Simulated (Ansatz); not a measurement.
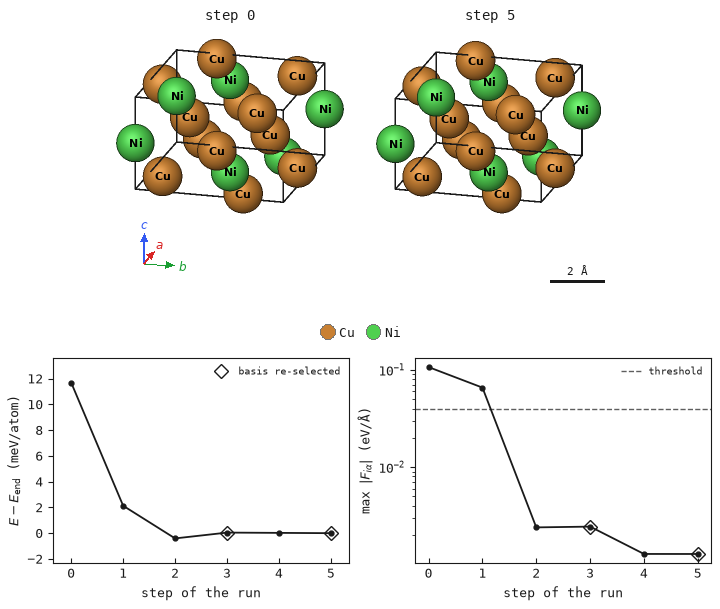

First and last geometry of a relaxation of a crystal of Cu$_{4}$Ni (a generated structure, set up in I4/m) (coarse preliminary run), with the history of the run. Style: spheres-only. Shown: the conventional cell (2 times the calculation's cell), from a free direction. Lengths and directions refer to the drawn axes.

These are results of DFT PBE, scalar-relativistic, plane waves, PAW (Ansatz), not measurements.

Input file:
```yaml
crystal:
  lattice:
    - [-2.89137991, 2.89137991, 1.82866922]
    - [2.89137991, -2.89137991, 1.82866922]
    - [2.89137991, 2.89137991, -1.82866922]
  atoms:
    - { symbol: Cu, position: [0.7, 0.9, 0.6] }
    - { symbol: Cu, position: [0.3, 0.1, 0.4] }
    - { symbol: Cu, position: [0.1, 0.7, 0.8] }
    - { symbol: Cu, position: [0.9, 0.3, 0.2] }
    - { symbol: Ni, position: [0.5, 0.5, 0.0], spin: 2.0 }
basis:
  ecutwfc: 420
kpoints:
  mp_grid: { grid: [6, 6, 6] }
hamiltonian:
  xc: pbe
scf:
  occupations: { method: gaussian, width: 0.1 }
  lower_state_search: "off"
output:
  forces: true
  stress: true
  eigenvalues: true
  populations: true
magnetization:
  spin_polarized: true
relax:
  adjacent_minimum: "off"
  f_tol: 0.04
  max_steps: 70
  cell: { stress_tol: 0.4 }
```

Run as
```bash
ansatz run input.yaml --threads 1 --pin off --max-ram 2560MiB --backend cpu --events-out ev --progress --plain --runs-dir out
```

Q: Read the history and describe the run.

A: It converged. The largest moves relative to the cell, 0.010 Å, are those of Cu1, Cu2, Cu3 and Cu4. Cu2 goes along [1 2 0]. Ni stays in place. Cell: a = b 5.783 → 5.702 Å (−1.4 %), c 3.657 → 3.593 Å (−1.8 %). Volume −4.5 %. Some distances before and after: Cu1–Cu2 2.586 → 2.536 Å, Cu1–Ni5 2.586 → 2.541 Å, Cu1–Cu3 2.586 → 2.555 Å, Cu1–Cu2 (another image) 2.586 → 2.570 Å. The space group stays I4/m (No. 87). The energy falls by 11.7 meV per atom in 3 accepted moves (5 points after the start). The largest force component goes from 0.11 to 0.0013 eV/Å. The pressure goes from −6.26 to 0.00 GPa. At 2 points the geometry stayed and the basis and grid were re-selected for the new cell (energy shift of 0.5 meV per atom at most each time). The program noted that the starting moments weren't kept.
